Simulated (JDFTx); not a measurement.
# Geometry relaxation of Bi (part 2 of 2)

Bi (R-3m, 2 atoms in the cell); Kohn-Sham DFT of a periodic cell, PBEsol, PseudoDojo-SR-PBEsol-0.4.1-standard, no spin polarisation (JDFTx 1.7.0 (patched build)); cutoff 897.98 eV, 6×6×6 k-mesh, fermi-dirac of 0.05 eV. The structure derives from an entry of the Crystallography Open Database.

Geometry of the input (Å; fractional positions):
```
2.2675  1.3091  3.9380
-2.2675  1.3091  3.9380
0.0000  -2.6183  3.9380
Bi 0.7660  0.7660  0.7660
Bi 0.2340  0.2340  0.2340
```

Output, continued
```
LatticeMinimize: Iter:   2  F: -142.729082883874753  |grad|_K:  6.306e-04  alpha:  1.000e+00  linmin: -2.376e-01

#--- Lowdin population analysis ---
# oxidation-state Bi +0.022 +0.022

-------- Electronic minimization -----------
Will mix electronic density at each iteration.
	FillingsUpdate:  mu: +0.359339664  nElectrons: 30.000000
	FillingsUpdate:  mu: +0.361284955  nElectrons: 30.000000
SCF: Cycle:  0   F: -142.729088360650394   dF: -7.222e-06   |Residual|: 3.761e-04   |deigs|: 4.328e-06
	FillingsUpdate:  mu: +0.361267863  nElectrons: 30.000000
SCF: Cycle:  1   F: -142.729088738500053   dF: -3.778e-07   |Residual|: 1.646e-04   |deigs|: 4.850e-05
	FillingsUpdate:  mu: +0.361254083  nElectrons: 30.000000
SCF: Cycle:  2   F: -142.729088807196831   dF: -6.870e-08   |Residual|: 7.474e-05   |deigs|: 3.398e-05
	FillingsUpdate:  mu: +0.361248327  nElectrons: 30.000000
SCF: Cycle:  3   F: -142.729088811094471   dF: -3.898e-09   |Residual|: 1.821e-05   |deigs|: 8.364e-06
	FillingsUpdate:  mu: +0.361246648  nElectrons: 30.000000
SCF: Cycle:  4   F: -142.729088812034206   dF: -9.397e-10   |Residual|: 8.411e-06   |deigs|: 3.045e-06
	FillingsUpdate:  mu: +0.361246598  nElectrons: 30.000000
SCF: Cycle:  5   F: -142.729088812189957   dF: -1.558e-10   |Residual|: 1.547e-06   |deigs|: 1.665e-06
SCF: Converged (|Delta E|<1.000000e-09 for 2 iters).

Setting wave functions to eigenvectors of Hamiltonian
# Lattice vectors:
R =
[      4.27189     -4.27189            0  ]
[      2.46638      2.46638     -4.93275  ]
[      7.41895      7.41895      7.41895  ]
unit cell volume = 469.001

# Strain tensor in Cartesian coordinates:
[  -0.00304862            0            0  ]
[            0  -0.00304862            0  ]
[            0            0  -0.00306199  ]

# Stress tensor in Cartesian coordinates [Eh/a0^3]:
[ -5.23641e-08            0            0  ]
[            0 -5.23641e-08            0  ]
[            0            0  1.86441e-06  ]

# Ionic positions in lattice coordinates:
ion Bi   0.765091195011396   0.765091195011396   0.765091195011396 1
ion Bi   0.234908804988604   0.234908804988604   0.234908804988604 1

# Forces in Cartesian coordinates:
force Bi   0.000000000000000   0.000000000000001  -0.000215329065815 1
force Bi   0.000000000000000   0.000000000000000   0.000215329065815 1

# Energy components:
   Eewald =     -103.0372130714011121
       EH =       35.0626146295923178
     Eloc =     -100.6721940026983475
      Enl =      -30.4183271570762948
      Exc =      -42.9347667217670477
 Exc_core =       21.1279692429137071
       KE =       78.1429515767527647
-------------------------------------
     Etot =     -142.7289655036840372
       TS =        0.0001233085059205
-------------------------------------
        F =     -142.7290888121899570

LatticeMinimize: Iter:   3  F: -142.729088812189957  |grad|_K:  3.246e-04  alpha:  1.000e+00  linmin: -5.405e-01

#--- Lowdin population analysis ---
# oxidation-state Bi +0.022 +0.022

-------- Electronic minimization -----------
Will mix electronic density at each iteration.
	FillingsUpdate:  mu: +0.361246598  nElectrons: 30.000000
	FillingsUpdate:  mu: +0.361697689  nElectrons: 30.000000
SCF: Cycle:  0   F: -142.729089675603831   dF: -2.426e-06   |Residual|: 3.579e-04   |deigs|: 3.763e-06
	FillingsUpdate:  mu: +0.361689586  nElectrons: 30.000000
SCF: Cycle:  1   F: -142.729090091581355   dF: -4.160e-07   |Residual|: 1.505e-04   |deigs|: 1.533e-05
	FillingsUpdate:  mu: +0.361682974  nElectrons: 30.000000
SCF: Cycle:  2   F: -142.729090152388409   dF: -6.081e-08   |Residual|: 7.819e-05   |deigs|: 9.524e-06
	FillingsUpdate:  mu: +0.361678289  nElectrons: 30.000000
SCF: Cycle:  3   F: -142.729090156942902   dF: -4.554e-09   |Residual|: 1.567e-05   |deigs|: 4.894e-06
	FillingsUpdate:  mu: +0.361677885  nElectrons: 30.000000
SCF: Cycle:  4   F: -142.729090157806382   dF: -8.635e-10   |Residual|: 7.079e-06   |deigs|: 1.276e-06
	FillingsUpdate:  mu: +0.361677645  nElectrons: 30.000000
SCF: Cycle:  5   F: -142.729090157943915   dF: -1.375e-10   |Residual|: 5.244e-07   |deigs|: 1.099e-06
SCF: Converged (|Delta E|<1.000000e-09 for 2 iters).

Setting wave functions to eigenvectors of Hamiltonian
# Lattice vectors:
R =
[      4.27185     -4.27185            0  ]
[      2.46635      2.46635      -4.9327  ]
[      7.41378      7.41378      7.41378  ]
unit cell volume = 468.664

# Strain tensor in Cartesian coordinates:
[  -0.00305913            0            0  ]
[            0  -0.00305913            0  ]
[            0            0  -0.00375719  ]

# Stress tensor in Cartesian coordinates [Eh/a0^3]:
[  3.37135e-08            0            0  ]
[            0  3.37135e-08            0  ]
[            0            0  1.79649e-06  ]

# Ionic positions in lattice coordinates:
ion Bi   0.764941834182884   0.764941834182884   0.764941834182884 1
ion Bi   0.235058165817116   0.235058165817116   0.235058165817116 1

# Forces in Cartesian coordinates:
force Bi  -0.000000000000000   0.000000000000000   0.000002984093417 1
force Bi  -0.000000000000000   0.000000000000001  -0.000002984093417 1

# Energy components:
   Eewald =     -103.0724803830069192
       EH =       35.0383744595578008
     Eloc =     -100.6127086367753805
      Enl =      -30.4185172164649131
      Exc =      -42.9348934872000498
 Exc_core =       21.1279692536502459
       KE =       78.1432892115249587
-------------------------------------
     Etot =     -142.7289667987142820
       TS =        0.0001233592296413
-------------------------------------
        F =     -142.7290901579439151

LatticeMinimize: Iter:   4  F: -142.729090157943915  |grad|_K:  1.082e-04  alpha:  1.000e+00  linmin: -1.418e-01

#--- Lowdin population analysis ---
# oxidation-state Bi +0.022 +0.022

-------- Electronic minimization -----------
Will mix electronic density at each iteration.
	FillingsUpdate:  mu: +0.361677645  nElectrons: 30.000000
	FillingsUpdate:  mu: +0.361795556  nElectrons: 30.000000
SCF: Cycle:  0   F: -142.729090291068815   dF: -3.065e-08   |Residual|: 9.732e-06   |deigs|: 8.440e-07
	FillingsUpdate:  mu: +0.361794984  nElectrons: 30.000000
SCF: Cycle:  1   F: -142.729090310700940   dF: -1.963e-08   |Residual|: 1.128e-05   |deigs|: 2.527e-06
	FillingsUpdate:  mu: +0.361794818  nElectrons: 30.000000
SCF: Cycle:  2   F: -142.729090310924931   dF: -2.240e-10   |Residual|: 1.010e-05   |deigs|: 1.108e-06
	FillingsUpdate:  mu: +0.361793983  nElectrons: 30.000000
SCF: Cycle:  3   F: -142.729090311080057   dF: -1.551e-10   |Residual|: 4.127e-06   |deigs|: 3.126e-06
SCF: Converged (|Delta E|<1.000000e-09 for 2 iters).

Setting wave functions to eigenvectors of Hamiltonian
# Lattice vectors:
R =
[      4.27183     -4.27183            0  ]
[      2.46634      2.46634     -4.93269  ]
[      7.41222      7.41222      7.41222  ]
unit cell volume = 468.562

# Strain tensor in Cartesian coordinates:
[   -0.0030623            0            0  ]
[            0   -0.0030623            0  ]
[            0            0  -0.00396708  ]

# Stress tensor in Cartesian coordinates [Eh/a0^3]:
[ -3.04583e-07            0            0  ]
[            0 -3.04583e-07            0  ]
[            0            0  1.27812e-06  ]

# Ionic positions in lattice coordinates:
ion Bi   0.764942883891576   0.764942883891576   0.764942883891576 1
ion Bi   0.235057116108424   0.235057116108424   0.235057116108424 1

# Forces in Cartesian coordinates:
force Bi  -0.000000000000000  -0.000000000000000  -0.000029001804802 1
force Bi   0.000000000000000  -0.000000000000000   0.000029001804802 1

# Energy components:
   Eewald =     -103.0800612659363651
       EH =       35.0340458106512003
     Eloc =     -100.6009131149836406
      Enl =      -30.4184260813179641
      Exc =      -42.9350126347109793
 Exc_core =       21.1279692534116208
       KE =       78.1434311670744819
-------------------------------------
     Etot =     -142.7289668658116284
       TS =        0.0001234452684183
-------------------------------------
        F =     -142.7290903110800571

LatticeMinimize: Iter:   5  F: -142.729090311080057  |grad|_K:  9.087e-05  alpha:  1.000e+00  linmin: -9.173e-01

#--- Lowdin population analysis ---
# oxidation-state Bi +0.022 +0.022

-------- Electronic minimization -----------
Will mix electronic density at each iteration.
	FillingsUpdate:  mu: +0.361793983  nElectrons: 30.000000
	FillingsUpdate:  mu: +0.361954840  nElectrons: 30.000000
SCF: Cycle:  0   F: -142.729090494864209   dF: -1.564e-07   |Residual|: 5.117e-05   |deigs|: 5.819e-07
	FillingsUpdate:  mu: +0.361953025  nElectrons: 30.000000
SCF: Cycle:  1   F: -142.729090510111405   dF: -1.525e-08   |Residual|: 2.822e-05   |deigs|: 4.184e-06
	FillingsUpdate:  mu: +0.361951066  nElectrons: 30.000000
SCF: Cycle:  2   F: -142.729090512464552   dF: -2.353e-09   |Residual|: 1.277e-05   |deigs|: 4.061e-06
	FillingsUpdate:  mu: +0.361950676  nElectrons: 30.000000
SCF: Cycle:  3   F: -142.729090512604159   dF: -1.396e-10   |Residual|: 4.794e-06   |deigs|: 4.945e-07
	FillingsUpdate:  mu: +0.361950212  nElectrons: 30.000000
SCF: Cycle:  4   F: -142.729090512681040   dF: -7.688e-11   |Residual|: 1.611e-06   |deigs|: 1.040e-06
SCF: Converged (|Delta E|<1.000000e-09 for 2 iters).

Setting wave functions to eigenvectors of Hamiltonian
# Lattice vectors:
R =
[      4.27196     -4.27196            0  ]
[      2.46641      2.46641     -4.93283  ]
[      7.40965      7.40965      7.40965  ]
unit cell volume = 468.427

# Strain tensor in Cartesian coordinates:
[  -0.00303344            0            0  ]
[            0  -0.00303344            0  ]
[            0            0  -0.00431228  ]

# Stress tensor in Cartesian coordinates [Eh/a0^3]:
[ -4.36438e-07            0            0  ]
[            0 -4.36438e-07            0  ]
[            0            0  8.49808e-07  ]

# Ionic positions in lattice coordinates:
ion Bi   0.764922927515935   0.764922927515935   0.764922927515935 1
ion Bi   0.235077072484065   0.235077072484065   0.235077072484065 1

# Forces in Cartesian coordinates:
force Bi  -0.000000000000000  -0.000000000000000  -0.000011007525422 1
force Bi  -0.000000000000000   0.000000000000000   0.000011007525422 1

# Energy components:
   Eewald =     -103.0916489311943849
       EH =       35.0268383490834765
     Eloc =     -100.5822285173695576
      Enl =      -30.4183844721891390
      Exc =      -42.9351360148294106
 Exc_core =       21.1279692564226238
       KE =       78.1436233907823237
-------------------------------------
     Etot =     -142.7289669392940823
       TS =        0.0001235733869699
-------------------------------------
        F =     -142.7290905126810401

LatticeMinimize: Iter:   6  F: -142.729090512681040  |grad|_K:  6.502e-05  alpha:  1.000e+00  linmin: -4.514e-01
LatticeMinimize: Converged (|Delta F|<1.000000e-06 for 2 iters).

#--- Lowdin population analysis ---
# oxidation-state Bi +0.022 +0.022

Dumping 'run.eigStats' ...
	eMin: -0.477784 at state 0 ( [ +0.000000 +0.000000 +0.000000 ] spin 0 )
	HOMO: +0.360730 at state 30 ( [ +0.333333 +0.500000 -0.333333 ] spin 0 )
	mu  : +0.361950
	LUMO: +0.380073 at state 3 ( [ +0.000000 +0.000000 +0.500000 ] spin 0 )
	eMax: +0.754848 at state 10 ( [ +0.000000 +0.333333 +0.500000 ] spin 0 )
	HOMO-LUMO gap: +0.019342
	Optical gap  : +0.022260 at state 30 ( [ +0.333333 +0.500000 -0.333333 ] spin 0 )
Done!
```

Trajectory as extended XYZ (Å, eV, eV/Å), 7 frames, from step=0 to step=6
```
2
Lattice="2.2675 1.3091 3.9380 -2.2675 1.3091 3.9380 0.0000 -2.6183 3.9380" Properties=species:S:1:pos:R:3:forces:R:3 step=0 energy=-3883.85495
Bi    0.0000    0.0000    9.0495    0.0000   0.0000  -0.0662
Bi    0.0000    0.0000    2.7645    0.0000   0.0000   0.0662
2
Lattice="2.2670 1.3088 3.9373 -2.2670 1.3088 3.9373 0.0000 -2.6177 3.9373" Properties=species:S:1:pos:R:3:forces:R:3 step=1 energy=-3883.85527
Bi    0.0000    0.0000    9.0459    0.0000   0.0000  -0.0508
Bi    0.0000    0.0000    2.7660    0.0000   0.0000   0.0508
2
Lattice="2.2628 1.3064 3.9310 -2.2628 1.3064 3.9310 0.0000 -2.6129 3.9310" Properties=species:S:1:pos:R:3:forces:R:3 step=2 energy=-3883.85620
Bi    0.0000    0.0000    9.0243    0.0000   0.0000  -0.0122
Bi    0.0000    0.0000    2.7686    0.0000   0.0000   0.0122
2
Lattice="2.2606 1.3052 3.9259 -2.2606 1.3052 3.9259 0.0000 -2.6103 3.9259" Properties=species:S:1:pos:R:3:forces:R:3 step=3 energy=-3883.85636
Bi    0.0000    0.0000    9.0111    0.0000   0.0000  -0.0111
Bi    0.0000    0.0000    2.7667    0.0000   0.0000   0.0111
2
Lattice="2.2606 1.3051 3.9232 -2.2606 1.3051 3.9232 0.0000 -2.6103 3.9232" Properties=species:S:1:pos:R:3:forces:R:3 step=4 energy=-3883.85640
Bi    0.0000    0.0000    9.0031    0.0000   0.0000   0.0002
Bi    0.0000    0.0000    2.7665    0.0000   0.0000  -0.0002
2
Lattice="2.2606 1.3051 3.9224 -2.2606 1.3051 3.9224 0.0000 -2.6103 3.9224" Properties=species:S:1:pos:R:3:forces:R:3 step=5 energy=-3883.85640
Bi    0.0000    0.0000    9.0012    0.0000   0.0000  -0.0015
Bi    0.0000    0.0000    2.7659    0.0000   0.0000   0.0015
2
Lattice="2.2606 1.3052 3.9210 -2.2606 1.3052 3.9210 0.0000 -2.6103 3.9210" Properties=species:S:1:pos:R:3:forces:R:3 step=6 energy=-3883.85641
Bi    0.0000    0.0000    8.9978    0.0000   0.0000  -0.0006
Bi    0.0000    0.0000    2.7652    0.0000   0.0000   0.0006
```

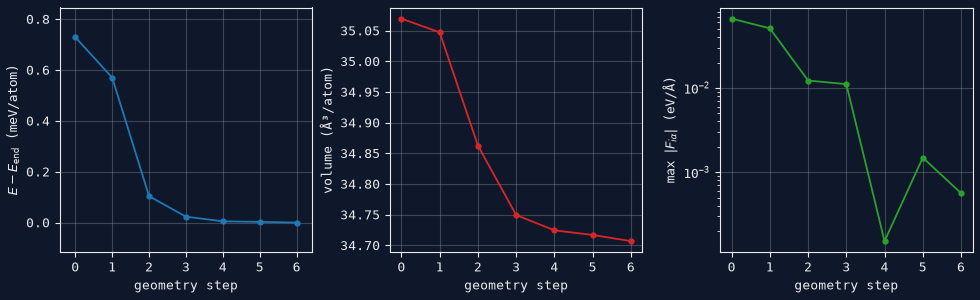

*Progress of the relaxation, step by step (steps are counted from 0).*

Over 6 geometry steps the energy falls by 0.7 meV per atom. The largest force component goes from 0.066 to 0.00057 eV/Å. The largest moves relative to the cell, 0.013 Å, are those of Bi1 and Bi2.  (Atoms are counted from 1 in the order of the input.)

Results in brief

- outcome: converged
- space group (tolerance 0.01 Å): R-3m (166)
- electrons treated: 30
- free energy: −3883.8564 eV
- Fermi energy: 9.849 eV
- gap on the k-point mesh: none (metallic)
- pressure: 0.00 GPa
- final volume: 69.41 Å³
- largest force (length of the vector) at the end: 0.001 eV/Å
- final cell: a = 4.710 Å, b = 4.710 Å, c = 4.710 Å, α = 57.36°, β = 57.36°, γ = 57.36°
- wall time: 9.3 min
- peak memory: 0.2 GiB

Spin–orbit coupling is left out, which matters for Bi.
